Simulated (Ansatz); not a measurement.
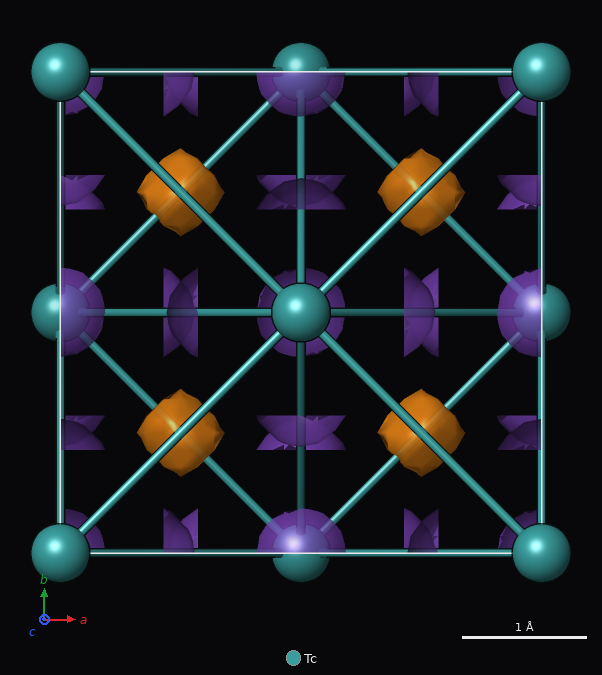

The picture shows: Tc. Bonding charge density, ρ(crystal) − Σ ρ(neutral atoms): orange surfaces at +0.04 and purple ones at −0.04 e/Å³, in the conventional cell seen along the c axis (the regions close to the nuclei are left out). Cores are masked to 0.9 Å (Tc).

Space group Fm-3m; the calculation finds a residual pressure of about −6 GPa at this fixed cell.

The calculation used DFT PBE, scalar-relativistic, plane waves, PAW (Ansatz).

Core electrons are frozen (PAW), so the fields are smoothed inside the atomic spheres.

Input file:

```
crystal:
  lattice:
    - [0.0, 1.95, 1.95]
    - [1.95, 0.0, 1.95]
    - [1.95, 1.95, 0.0]
  atoms:
    - { symbol: Tc, position: [0.0, 0.0, 0.0] }
basis:
  ecutwfc: 600
  fft_grid_basis: typed
kpoints:
  mp_grid: { grid: [14, 14, 14] }
hamiltonian:
  xc: pbe
  pseudopotentials: { kind: paw }
scf:
  occupations: { method: gaussian, width: 0.05 }
output:
  forces: true
  stress: true
  eigenvalues: true
  bader: true
  write_density: true
  volumetric_format: npy
  elf: true
```

Launched as:

```sh
ansatz run input.yaml --threads 1 --pin off --max-ram 2560MiB --backend cpu --events-out ev --progress --plain --runs-dir out
```

The picture shows the conventional cell (a = 3.90 Å, b = 3.90 Å, c = 3.90 Å, α = 90.00°, β = 90.00°, γ = 90.00°).

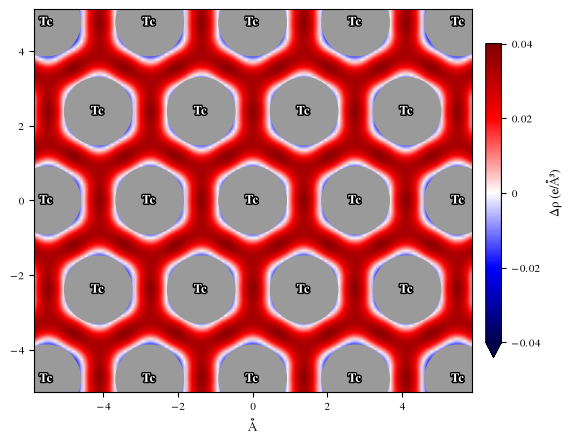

The same field as a map on the (111) plane of the conventional cell, with grey discs over the atomic cores.

Read the map: where is density gained and where lost?

Answer. Tc–Tc (2.76 Å): Δρ is +0.04 e/Å³ at the midpoint.
- Over the whole cell, outside the masked cores, the largest gain, 0.04 e/Å³, lies 1.7 Å from a technetium nucleus, and the largest loss lies at the edge of the masked core of Tc.
- In all about 0.19 e an atom is rearranged against the free atoms.

Cost of the run: 4.5 s on 1 thread of Arm Neoverse V1, with other jobs on the host, peak memory 0.29 GiB.
